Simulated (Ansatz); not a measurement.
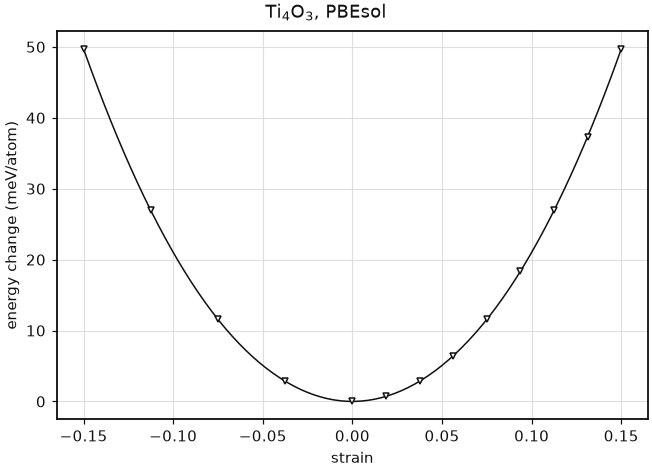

Calculation (Ansatz 0.2.0): homogeneous strain of a crystal along one Voigt pattern with engineering shear, fractional coordinates fixed, by plane-wave density functional theory with PAW datasets, free energies less that of the undisturbed cell; scalar-relativistic. Level: PBEsol, no spin polarisation.

- wave cutoff: 420 eV
- k mesh: 14×14×14
- occupations: Gaussian
- smearing width: 0.15 eV
- k shift: (0, 0, 0) (mesh steps)
- start: relaxed
- strain pattern: (0, 0, 0, 0, 1, 0) (xx yy zz yz xz xy with engineering shear)

The given structure:
```yaml
crystal:
  lattice:
    - [-2.10587, 2.10587, 4.10402]
    - [2.10587, -2.10587, 4.10402]
    - [2.10587, 2.10587, -4.10402]
  atoms:
    - { symbol: Ti, position: [0.00000, 0.50000, 0.50000] }
    - { symbol: Ti, position: [0.25988, 0.25988, 0.00000] }
    - { symbol: Ti, position: [0.50000, 0.00000, 0.50000] }
    - { symbol: Ti, position: [0.74012, 0.74012, 0.00000] }
    - { symbol: O, position: [0.75000, 0.25000, 0.50000] }
    - { symbol: O, position: [0.00000, 0.00000, 0.00000] }
    - { symbol: O, position: [0.25000, 0.75000, 0.50000] }
```

**Figure.** Energy change against strain for Ti₄O₃, space group I4/mmm (No. 139).

The points at strain −0.1125, −0.0375, 0.075 and 0.15 follow from computed ones by symmetry.

The energy rises on both sides of the starting structure, which is therefore a minimum along this path. The energy change is 49.71 meV/atom at strain −0.1500 and 49.71 meV/atom at 0.1500; the lowest computed point is at strain 0.0000 (0.00 meV/atom). The slope of stress against strain at the start, which at zero pressure is the clamped-ion constant C55, is 62.4 GPa. The second derivative of tensile stress is 10 GPa. The tensile stress at start is 0 GPa.

Limits of the calculation: no spin polarisation, a magnetic state may lie lower.
